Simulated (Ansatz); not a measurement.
## Gd: single-point calculation

The run: single-point calculation of Gd (P6₃/mmc, 4 atoms in the cell). Method and program: DFT, PBEsol, all-electron LAPW, scalar-relativistic, spin-polarised (Ansatz 0.2.0).

It belongs to a series of runs on one base structure; here: dhcp relaxed under pressure, LAPW. Figures and captions count atoms from 1; the log counts them from 0 in places.

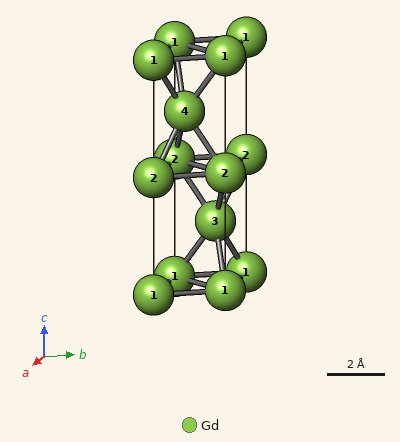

Fig. 1: The structure (ball-and-stick view of the cell of the calculation, seen slightly off an axis; atoms are numbered from 1 in the order of the input). An atom can appear more than once, as a periodic image. Near neighbours in the periodic cell (some may lie outside the picture): Gd has 12 Gd at 2.61 to 2.62 Å.

### Input file
```yaml
crystal:
  lattice:
    - [2.6058935761, 0.0, 0.0]
    - [-1.3029467881, 2.2567700364, 0.0]
    - [0.0, 0.0, 8.5807948348]
  atoms:
    - { symbol: Gd, position: [0.0, 0.0, 0.0], spin: 7.0 }
    - { symbol: Gd, position: [0.0, 0.0, 0.5], spin: 7.0 }
    - { symbol: Gd, position: [0.3333333333, 0.6666666667, 0.25], spin: 7.0 }
    - { symbol: Gd, position: [0.6666666667, 0.3333333333, 0.75], spin: 7.0 }
magnetization:
  spin_polarized: true
kpoints:
  mp_grid: { grid: [14, 14, 4] }
scf:
  occupations: { method: fermi_dirac, width: 0.08 }
hamiltonian:
  xc: pbesol
  pseudopotentials: { kind: all_electron, lapw: { basis_error: 0.0005 } }
output:
  forces: true
  stress: true
  eigenvalues: true
  populations: true
```

Run on 2 threads of Arm Neoverse V2, 112 GiB of memory available, shared host.

Launched with:
```bash
ansatz run input.yaml --threads 2 --pin off --max-ram 7168MiB --backend cpu --events-out ev --progress --plain --runs-dir out
```

### The program's output
```
Gd: projections on atomic orbitals take those of the free atom 1s2 2s2 2p6 3s2 3p6 3d10 4s2 4p6 4d10 4f7 5s2 5p6 5d1 6s2, of charge +0.00 (hamiltonian.pseudopotentials.projection_atoms)
LAPW: plane waves up to 9.837 Å⁻¹, error target 5.0e-4 eV per atom; small_component_spin mean_spin; Gd in spheres of 1.303 Å, 36 of its electrons in bands, Dirac shells [] (how accurate: hamiltonian.pseudopotentials.lapw.basis_error, Limitations)
Engine: ansatz 0.2.0, aarch64-unknown-linux-gnu
Pseudopotentials: kind: all_electron
Pseudopotential: Gd, LAPW, valence charge 36, lapw/all_electron/scalar/gaussian/Gd, Koelling and Harmon's equation, gaussian nucleus
Functional definition: PBEsol
  exchange = pbesol_x
  correlation = pbesol_c
Crystal: 4 atoms, lattice volume = 50.463 Å³
Basis set: ecut = 368.6655262195046 eV, 777 PW (Γ), exchange–correlation at level 2
Bands: 104, of which v1, the nominal top of the filled ones, is band 72 counted from 1 (71 counted from 0)
Symmetry: 24 space group operations
Space group: P63/mmc (ITA 194), of the structure as read, at distance tolerance 3.7e-5 Å
Magnetic group: BNS 194.263 (UNI 1493), of the structure as read, at distance tolerance 3.7e-5 Å
k-points: 72 of 784
Non-local potential: Gd, projectors of the file, none
Initial density: superposition of atomic densities (chi_scale 0.1, normalization cell)
Starting moments: Σ|m| = 28 μB on 4 of 4 sites
Initial wavefunctions: plane waves of lowest kinetic energy (no species holds an atomic orbital)
Functional: x = pbesol(κ = 0.804, μ = 0.12345679012345678), c = pbesol(β = 0.046)
iter 1 solved again at ethr=5.79e-5 eV; its pass at ethr=1.00e-1 eV (dr2=8.34e-2 eV) is discarded
SCF iter   1: F=—  HF=-1226341.300868 eV  |F-HF|=—  |Δ(HF+E_count)|=         —  Δρ=2.77e-2 (↑2.77e-2 ↓2.48e-2)  dr2=8.38e-2  dr2_m=2.87e-1  M=25.733 μB ∫|m|=25.746 μB  β_m=0.30  ethr=5.79e-5  ⟨swp⟩=3.0  Hψ=98444  notcnv=0
Mixer restart at iter 1: flushing history
preconditioner: auto → Kerker (q_TF=auto, 3.249 Å⁻¹)  [metal: Δε(μ)=0.003 eV  Ē_g=18.801 eV  σ=0.080 eV  W_gap=0.01  n_scr=38 (ndim 8)  ℏωp=44.0 eV  f_vac=0.000  D(μ)=3.47/eV (n_scr^D=38)]
spin=Collinear: Kerker preconditioning applied to the charge; magnetization (m = ρ↑ − ρ↓) channel mixes plain (no charge-response kernel on spin).
SCF iter   2: F=—  HF=-1226340.914625 eV  |F-HF|=—  |Δ(HF+E_count)|=   3.86e-1  Δρ=1.83e-2 (↑1.83e-2 ↓1.76e-2)  dr2=4.69e-2  dr2_m=1.33e-1  M=25.769 μB ∫|m|=25.784 μB  β_m=0.54  ethr=5.79e-5  ⟨swp⟩=2.2  Hψ=43537  notcnv=0
SCF iter   3: F=—  HF=-1226340.883606 eV  |F-HF|=—  |Δ(HF+E_count)|=   3.10e-2  Δρ=5.55e-3 (↑5.55e-3 ↓4.66e-3)  dr2=1.27e-2  dr2_m=7.27e-3  M=25.687 μB ∫|m|=25.712 μB  β_m=0.45  ethr=3.26e-5  ⟨swp⟩=2.6  Hψ=44199  notcnv=0
SCF iter   4: F=—  HF=-1226340.790936 eV  |F-HF|=—  |Δ(HF+E_count)|=   9.27e-2  Δρ=1.61e-3 (↑1.44e-3 ↓1.61e-3)  dr2=3.64e-3  dr2_m=6.32e-5  M=25.771 μB ∫|m|=25.797 μB  β_m=0.55  ethr=8.83e-6  ⟨swp⟩=3.0  Hψ=44922  notcnv=0
SCF iter   5: F=—  HF=-1226340.800756 eV  |F-HF|=—  |Δ(HF+E_count)|=         —  Δρ=1.08e-3 (↑9.75e-4 ↓1.08e-3)  dr2=1.69e-3  dr2_m=1.43e-5  M=25.797 μB ∫|m|=25.822 μB  β_m=0.77  ethr=2.53e-6  ⟨swp⟩=2.6  Hψ=43395  notcnv=0
the basis was enlarged: its passes take 7.3 MiB over the memory plan, 2 of 2 planned eigensolver slots
iter 6 solved again at ethr=1.03e-7 eV; its pass at ethr=1.18e-6 eV (dr2=1.48e-4 eV) is discarded
SCF iter   6: F=—  HF=-1226340.811350 eV  |F-HF|=—  |Δ(HF+E_count)|=   1.06e-2  Δρ=3.76e-4 (↑3.25e-4 ↓3.76e-4)  dr2=1.48e-4  dr2_m=1.45e-5  M=25.833 μB ∫|m|=25.859 μB  β_m=0.89  ethr=1.03e-7  ⟨swp⟩=2.0  Hψ=72170  notcnv=0
SCF iter   7: F=—  HF=-1226340.814660 eV  |F-HF|=—  |Δ(HF+E_count)|=   3.31e-3  Δρ=1.93e-4 (↑1.93e-4 ↓1.64e-4)  dr2=1.03e-4  dr2_m=5.11e-6  M=25.857 μB ∫|m|=25.883 μB  β_m=0.63  ethr=1.03e-7  ⟨swp⟩=3.0  Hψ=45619  notcnv=0
SCF iter   8: F=—  HF=-1226340.814804 eV  |F-HF|=—  |Δ(HF+E_count)|=   1.45e-4  Δρ=9.66e-5 (↑7.14e-5 ↓9.66e-5)  dr2=7.96e-6  dr2_m=1.35e-6  M=25.861 μB ∫|m|=25.887 μB  β_m=0.81  ethr=7.15e-8  ⟨swp⟩=2.8  Hψ=43669  notcnv=0
SCF iter   9: F=—  HF=-1226340.815259 eV  |F-HF|=—  |Δ(HF+E_count)|=   4.55e-4  Δρ=5.14e-5 (↑3.45e-5 ↓5.14e-5)  dr2=2.27e-6  dr2_m=3.36e-7  M=25.871 μB ∫|m|=25.896 μB  β_m=0.91  ethr=5.53e-9  ⟨swp⟩=3.0  Hψ=46027  notcnv=0
SCF iter  10: F=—  HF=-1226340.815354 eV  |F-HF|=—  |Δ(HF+E_count)|=   9.49e-5  Δρ=1.32e-5 (↑8.30e-6 ↓1.32e-5)  dr2=1.81e-7  dr2_m=8.94e-9  M=25.877 μB ∫|m|=25.902 μB  β_m=0.95  ethr=1.58e-9  ⟨swp⟩=3.0  Hψ=45971  notcnv=0
SCF iter  11: F=—  HF=-1226340.815357 eV  |F-HF|=—  |Δ(HF+E_count)|=   2.83e-6  Δρ=2.19e-6 (↑2.19e-6 ↓2.03e-6)  dr2=6.03e-9  dr2_m=5.17e-10  M=25.878 μB ∫|m|=25.903 μB  β_m=0.95  ethr=1.26e-10  ⟨swp⟩=3.0  Hψ=44789  notcnv=0
SCF iter  12: F=—  HF=-1226340.815357 eV  |F-HF|=—  |Δ(HF+E_count)|=   3.61e-8  Δρ=1.75e-6 (↑1.41e-6 ↓1.75e-6)  dr2=3.49e-9  dr2_m=2.30e-10  M=25.878 μB ∫|m|=25.903 μB  β_m=0.96  ethr=2.26e-11 (applied; sched 4.19e-12)  ⟨swp⟩=2.0  Hψ=42990  notcnv=0
SCF iter  13: F=—  HF=-1226340.815357 eV  |F-HF|=—  |Δ(HF+E_count)|=   3.26e-9  Δρ=1.39e-6 (↑1.08e-6 ↓1.39e-6)  dr2=1.08e-9  dr2_m=4.41e-10  M=25.878 μB ∫|m|=25.903 μB  β_m=0.88  ethr=2.25e-11 (applied; sched 2.42e-12)  ⟨swp⟩=2.0  Hψ=42993  notcnv=0
SCF iter  14: F=-1226340.815357 eV  HF=-1226340.815357 eV  |F-HF|=2.07e-8  |Δ(HF+E_count)|=   4.00e-8  Δρ=1.62e-6 (↑9.07e-7 ↓1.62e-6)  dr2=1.67e-9  dr2_m=4.62e-10  M=25.878 μB ∫|m|=25.903 μB  ethr=2.25e-11 (applied; sched 1.00e-12)  ⟨swp⟩=2.0  Hψ=42987  notcnv=0
SCF 1 converged in 14 iterations: F = -1226340.815357 eV  dr2 = 1.67e-9
```

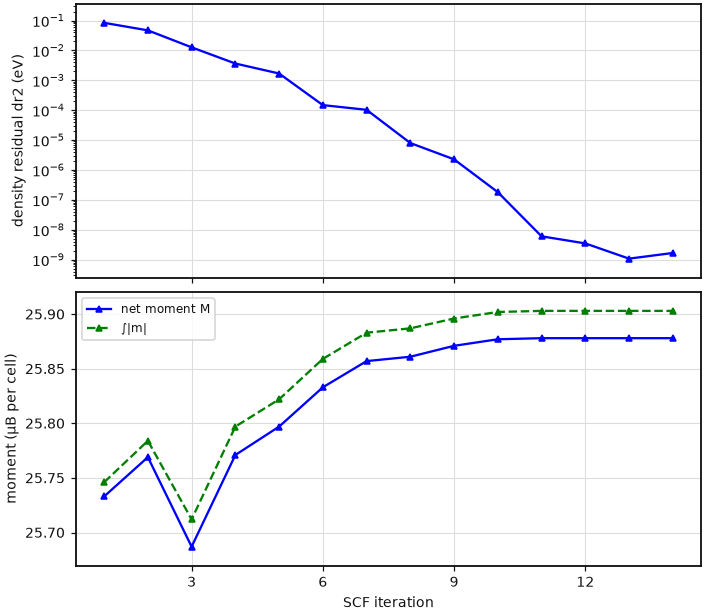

Fig. 2: Convergence of the self-consistent field: density residual dr2 and magnetic moment against the SCF iteration. The residual falls almost steadily, with no more than small rises. The net moment goes from 25.7 to 25.9 μB per cell.

```
the search or the solves at the SCF's close seem to have found levels that the self-consistency loop had missed (the run counts 1). By its estimate they hold under 1e-12 electrons; where the run keeps them, the occupations were computed again with them
SCF converged after 14 iterations
Magnetization: 25.8784 μB (84.9392 up, 59.0608 down)
Absolute magnetization: 25.9033 μB (∫|ρ↑−ρ↓|)
Spin contamination: 0.3518 ħ² per cell (⟨S²⟩ above its minimum at these occupations)
Per-site moments (μB) at R_I (Å): [(6.456267002366676, 1.3029467686168898), (6.456267002366676, 1.3029467686168898), (6.433921397328223, 1.3029467686168898), (6.433921397328223, 1.3029467686168898)]
Free energy (F): -1226340.815357 eV
Harris-Foulkes:  -1226340.815357 eV  (|F-HF|=2.07e-8)
Internal energy: -1226340.742785 eV  (E = F + TS)
E sigma→0 (E₀):  -1226340.779071 eV
Entropy (-TS):   -0.072572 eV (-18.143 meV/atom)
Fermi energy:    38.869960 eV
--- Per-component energies (eV) ---
  E_band       = -10216.445057
  E_kinetic    = 1333036.401238
  E_xc         = -26848.012457
  E_electrostatic = -2532529.131566  (all electrons and nuclei)
  E_smearing   = -0.072572  (= −TS)
  E_closure    = 0.000000  (closes the sum)
  E_atoms      = -1226298.433304  (free atoms, spherical and without spin; not in F)
  Σ components = -1226340.815357   (vs F -1226340.815357, Δ=0.00e0)
  Basis errors (estimates in eV, not in F): energy 1.2e-4 per atom: plane waves 9.5e-5 (4.8e-5 summed), levels above the bands 9.3e-77, relativity 1.7e-7, radial functions 2.1e-5, core shells 5.5e-10; eigenvalues (radial functions only) 2.7e-6; not estimated: angular momenta, meshes, grids; target (lapw.basis_error) 5.0e-4; muffin-tin radii Gd 1.303 Å
--- Forces (eV/Å), atoms counted from 1 ---
  atom   1  Gd     0.00000000     0.00000000    -0.00000000
  atom   2  Gd     0.00000000     0.00000000     0.00000000
  atom   3  Gd     0.00000000    -0.00000000     0.00000000
  atom   4  Gd    -0.00000000     0.00000000    -0.00000000
  max |Σ_I F_I| component: 1.85e-17 eV/Å
--- Stress (GPa, compression-positive) ---
      140.287681      -0.000000      -0.000000
       -0.000000     140.287681       0.000000
       -0.000000       0.000000     140.324848
  P = ⅓ Tr σ = 140.3001 GPa (1403.001 kbar)
--- Band table (eV; the first three rows and the last of 144) ---
  k-point 0 ↑: bands = ["-323.7857", "-323.7857", "-323.7039", "-323.7039", "-230.9648", "-230.9648", "-230.9648", "-230.9648", "-230.9597", "-230.9597", "-230.8892", "-230.8892", "-230.8892", "-230.8892", "-230.8700", "-230.8700", "-102.6913", "-102.6913", "-102.6913", "-102.6913", "-102.6837", "-102.6837", "-102.6837", "-102.6837", "-102.6776", "-102.6776", "-102.6182", "-102.6182", "-102.6182", "-102.6182", "-102.6076", "-102.6076", "-102.5989", "-102.5989", "-102.5989", "-102.5989", "-7.5079", "-6.5824", "-6.5627", "-5.4209", "11.8954", "15.6127", "15.6204", "19.3692", "19.3692", "19.8808", "19.8808", "19.8942", "19.8942", "20.3619", "20.4519", "20.4519", "34.2911", "34.3245", "34.4553", "34.5388", "34.8873", "35.0731", "35.3660", "35.3660", "35.3840", "35.3840", "35.3911", "35.4597", "35.5387", "35.5387", "35.5635", "35.5635", "35.8344", "35.8344", "35.9181", "35.9181", "35.9973", "36.2798", "36.2798", "36.3833", "36.3833", "36.4051", "36.4101", "36.4677", "36.4727", "36.6543", "37.3451", "37.4786", "39.8644", "39.8644", "40.1739", "40.1739", "40.2806", "41.4203", "41.4203", "41.9056", "41.9056", "43.6856", "43.7284", "45.3980", "45.3980", "47.1590", "47.1590", "48.9723", "49.3642", "49.3642", "51.7345", "51.7345"]
  k-point 1 ↑: bands = ["-323.7857", "-323.7857", "-323.7039", "-323.7039", "-230.9648", "-230.9648", "-230.9648", "-230.9648", "-230.9597", "-230.9597", "-230.8892", "-230.8892", "-230.8892", "-230.8892", "-230.8700", "-230.8700", "-102.6913", "-102.6913", "-102.6913", "-102.6913", "-102.6837", "-102.6837", "-102.6837", "-102.6837", "-102.6776", "-102.6776", "-102.6182", "-102.6182", "-102.6182", "-102.6182", "-102.6076", "-102.6076", "-102.5989", "-102.5989", "-102.5989", "-102.5989", "-7.4422", "-6.9506", "-6.1637", "-5.5192", "12.1657", "14.1351", "17.2287", "19.4072", "19.4072", "19.6841", "19.6841", "19.9187", "20.0976", "20.0976", "20.4071", "20.4071", "34.2985", "34.3255", "34.4563", "34.5189", "34.9205", "35.0547", "35.3756", "35.3756", "35.3840", "35.3895", "35.3895", "35.4155", "35.5164", "35.5164", "35.5280", "35.5280", "35.9063", "35.9063", "35.9783", "35.9783", "36.1386", "36.2281", "36.2281", "36.3182", "36.3182", "36.4057", "36.4093", "36.4685", "36.4720", "36.9074", "37.0520", "37.8374", "40.0196", "40.0196", "40.2426", "40.3254", "40.3254", "41.2102", "41.2102", "41.6468", "41.6468", "41.7567", "45.7349", "45.7770", "45.7770", "47.1038", "47.1038", "48.5931", "49.4928", "49.4928", "51.2420", "51.2420"]
  k-point 2 ↑: bands = ["-323.7857", "-323.7857", "-323.7039", "-323.7039", "-230.9648", "-230.9648", "-230.9648", "-230.9648", "-230.9597", "-230.9597", "-230.8892", "-230.8892", "-230.8892", "-230.8892", "-230.8700", "-230.8700", "-102.6913", "-102.6913", "-102.6913", "-102.6913", "-102.6837", "-102.6837", "-102.6837", "-102.6837", "-102.6776", "-102.6776", "-102.6182", "-102.6182", "-102.6182", "-102.6182", "-102.6076", "-102.6076", "-102.5989", "-102.5989", "-102.5989", "-102.5989", "-7.2507", "-7.2507", "-5.7881", "-5.7881", "12.9426", "12.9426", "18.7607", "18.7607", "19.5168", "19.5168", "19.5168", "19.5168", "20.2812", "20.2812", "20.2812", "20.2812", "34.3153", "34.3153", "34.4799", "34.4799", "34.9938", "34.9938", "35.3793", "35.3793", "35.3925", "35.3925", "35.3925", "35.3925", "35.4954", "35.4954", "35.4954", "35.4954", "36.0291", "36.0291", "36.0291", "36.0291", "36.1899", "36.1899", "36.1899", "36.1899", "36.4075", "36.4075", "36.4682", "36.4682", "36.4703", "36.4703", "37.7682", "37.7682", "40.3613", "40.3613", "40.3613", "40.3613", "40.4848", "40.4848", "41.1660", "41.1660", "41.1660", "41.1660", "46.5630", "46.5630", "46.5630", "46.5630", "47.4618", "47.4618", "50.2235", "50.2235", "50.2235", "50.2235"]
  k-point 71 ↓: bands = ["-318.3086", "-318.3086", "-318.2622", "-318.2622", "-225.5257", "-225.5257", "-225.5256", "-225.5256", "-225.5250", "-225.5250", "-225.4844", "-225.4844", "-225.4844", "-225.4844", "-225.4728", "-225.4728", "-97.3053", "-97.3053", "-97.3051", "-97.3051", "-97.3021", "-97.3021", "-97.3017", "-97.3017", "-97.3014", "-97.3014", "-97.2657", "-97.2657", "-97.2652", "-97.2652", "-97.2625", "-97.2625", "-97.2624", "-97.2624", "-97.2510", "-97.2510", "-2.0323", "-2.0323", "-1.8719", "-1.8719", "14.9862", "14.9862", "15.5421", "15.5421", "16.5175", "16.5175", "17.2059", "17.2059", "19.8107", "19.8107", "20.3631", "20.3631", "34.4941", "34.4941", "37.9591", "37.9591", "38.5259", "38.5259", "39.2948", "39.2948", "39.5920", "39.5920", "39.7419", "39.7419", "39.9758", "39.9758", "40.2511", "40.2511", "40.3507", "40.3507", "40.5306", "40.5306", "40.6504", "40.6504", "40.8203", "40.8203", "40.9951", "40.9951", "41.0227", "41.0227", "41.0811", "41.0811", "41.5209", "41.5209", "42.0227", "42.0227", "42.4076", "42.4076", "44.5967", "44.5967", "45.0472", "45.0472", "46.5080", "46.5080", "47.7232", "47.7232", "51.9479", "51.9479", "53.2165", "53.2165", "57.9544", "57.9544", "59.0949", "59.0949"]
--- Löwdin populations: 4 sites ---
  site symbol       q [e]    m [muB]
     0     Gd     63.9536     6.4932
     1     Gd     63.9536     6.4932
     2     Gd     63.9560     6.4785
     3     Gd     63.9560     6.4785
  spilling = 0.000707 (of n_electrons = 256.000000)
```

### File populations.tsv
```
# site	symbol	l	j	q_up	q_dn
# orbitals = lowdin
# n_electrons = 256.000000
# spilling = 0.000707
# projection_atom_Gd: 1s2 2s2 2p6 3s2 3p6 3d10 4s2 4p6 4d10 4f7 5s2 5p6 5d1 6s2
0	Gd	0_1S	-	0.999998	0.999998
0	Gd	0_2S	-	0.999930	0.999919
0	Gd	0_3S	-	0.999090	0.998935
0	Gd	0_4S	-	0.990662	0.989117
0	Gd	0_5S	-	0.877783	0.855855
0	Gd	0_6S	-	0.176085	0.162576
0	Gd	1_2P	-	3.000000	3.000000
0	Gd	1_3P	-	2.999967	2.999969
0	Gd	1_4P	-	2.998189	2.998103
0	Gd	1_5P	-	2.789223	2.718041
0	Gd	2_3D	-	4.999996	4.999999
0	Gd	2_4D	-	4.999537	4.999629
0	Gd	2_5D	-	1.540554	1.485127
0	Gd	3_4F	-	6.852407	0.522917
1	Gd	0_1S	-	0.999998	0.999998
1	Gd	0_2S	-	0.999930	0.999919
1	Gd	0_3S	-	0.999090	0.998935
1	Gd	0_4S	-	0.990662	0.989117
1	Gd	0_5S	-	0.877783	0.855855
1	Gd	0_6S	-	0.176085	0.162576
1	Gd	1_2P	-	3.000000	3.000000
1	Gd	1_3P	-	2.999967	2.999969
1	Gd	1_4P	-	2.998189	2.998103
1	Gd	1_5P	-	2.789223	2.718041
1	Gd	2_3D	-	4.999996	4.999999
1	Gd	2_4D	-	4.999537	4.999629
1	Gd	2_5D	-	1.540554	1.485127
1	Gd	3_4F	-	6.852407	0.522917
2	Gd	0_1S	-	0.999998	0.999998
2	Gd	0_2S	-	0.999932	0.999921
2	Gd	0_3S	-	0.999110	0.998962
2	Gd	0_4S	-	0.990859	0.989385
2	Gd	0_5S	-	0.880198	0.859369
2	Gd	0_6S	-	0.177408	0.164020
2	Gd	1_2P	-	3.000000	3.000000
2	Gd	1_3P	-	2.999967	2.999970
2	Gd	1_4P	-	2.998190	2.998150
2	Gd	1_5P	-	2.788497	2.726559
2	Gd	2_3D	-	4.999996	4.999999
2	Gd	2_4D	-	4.999536	4.999623
2	Gd	2_5D	-	1.540446	1.451373
2	Gd	3_4F	-	6.843116	0.551376
3	Gd	0_1S	-	0.999998	0.999998
3	Gd	0_2S	-	0.999932	0.999921
3	Gd	0_3S	-	0.999110	0.998962
3	Gd	0_4S	-	0.990859	0.989385
3	Gd	0_5S	-	0.880198	0.859369
3	Gd	0_6S	-	0.177408	0.164020
3	Gd	1_2P	-	3.000000	3.000000
3	Gd	1_3P	-	2.999967	2.999970
3	Gd	1_4P	-	2.998190	2.998150
3	Gd	1_5P	-	2.788497	2.726559
3	Gd	2_3D	-	4.999996	4.999999
3	Gd	2_4D	-	4.999536	4.999623
3	Gd	2_5D	-	1.540446	1.451373
3	Gd	3_4F	-	6.843116	0.551376
```

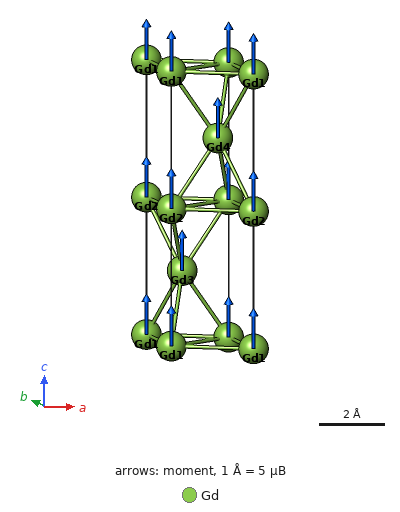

Fig. 3: Magnetic moments of the sites as blue arrows (ball-and-stick view of the cell of the calculation, seen slightly off an axis; atoms are numbered from 1 in the order of the input); small moments hardly show. The run is collinear, so the axis drawn is arbitrary. Site moments: Gd1, Gd2 (6.46 μB); Gd3, Gd4 (6.43 μB). They are counted near the atoms and needn't add up to the moment of the cell.

### Key numbers

- outcome: converged
- space group (tolerance 0.01 Å): P6₃/mmc (194)
- electrons in bands (core shells apart): 144
- free energy: −1226340.8154 eV
- Fermi energy: 38.870 eV
- net moment of the cell: 25.88 μB
- integrated absolute moment: 25.90 μB
- pressure: 140.30 GPa
- largest force (length of the vector): under 0.001 eV/Å
- wall time: 4.8 min (CPU time 9.5 min)
- peak memory: 2.2 GiB

The cell is under a pressure of 140 GPa at this level, so it is not at its equilibrium volume.
